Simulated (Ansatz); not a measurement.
Consider Cu.

Input

```
crystal:
  lattice:
    - [-1.4422942376, 1.4422942376, 1.4422942376]
    - [1.4422942376, -1.4422942376, 1.4422942376]
    - [1.4422942376, 1.4422942376, -1.4422942376]
  atoms:
    - { symbol: Cu, position: [0.0, 0.0, 0.0] }
basis:
  ecutwfc: 420
kpoints:
  mp_grid: { grid: [26, 26, 26] }
  band_path:
    path:
      - [[0.0, 0.0, 0.0], [0.5, -0.5, 0.5], [0.0, 0.0, 0.5], [0.0, 0.0, 0.0], [0.25, 0.25, 0.25], [0.5, -0.5, 0.5]]
      - [[0.25, 0.25, 0.25], [0.0, 0.0, 0.5]]
    npoints: 14
hamiltonian:
  xc: pbesol
scf:
  occupations: { method: gaussian, width: 0.1 }
  n_extra_bands: 6
output:
  forces: true
  stress: true
  eigenvalues: true
  populations: true
  dos: { projected: true, de: 0.02, nscf_kmesh: { grid: [32, 32, 32] } }
  bader: true
  write_density: true
  write_potential: true
  elf: true
  volumetric_format: npy
```

Run with:

```sh
ansatz run input.yaml --threads 1 --pin off --max-ram 2560MiB --backend cpu --events-out ev --progress --plain --runs-dir out
```

Below, planes, directions and counts refer to the conventional cell (a = 2.88 Å, b = 2.88 Å, c = 2.88 Å, α = 90.00°, β = 90.00°, γ = 90.00°).

Space group Im-3m; a structure generated by program, which may or may not match a known phase; computed pressure about −8 GPa in this cell; computed without spin polarisation.

Theory: DFT PBEsol, scalar-relativistic, plane waves, PAW (Ansatz).

What can the converged valence pseudo-density and electron localisation function tell about the bonding?

Cu–Cu (2.50 Å): ρ at the midpoint is about 0.29 e/Å³; the ELF is about 0.20 at the midpoint (no shared electron pair shows on this line).

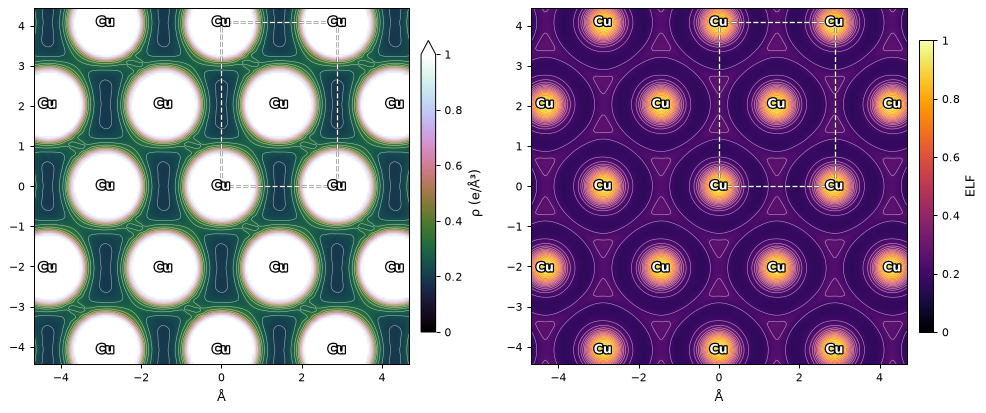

Computed valence pseudo-density and electron localisation function on the (11̄0) plane of the conventional cell, in this order. 

The density is the valence pseudo-density of a PAW calculation; it isn't the true density close to the nuclei.
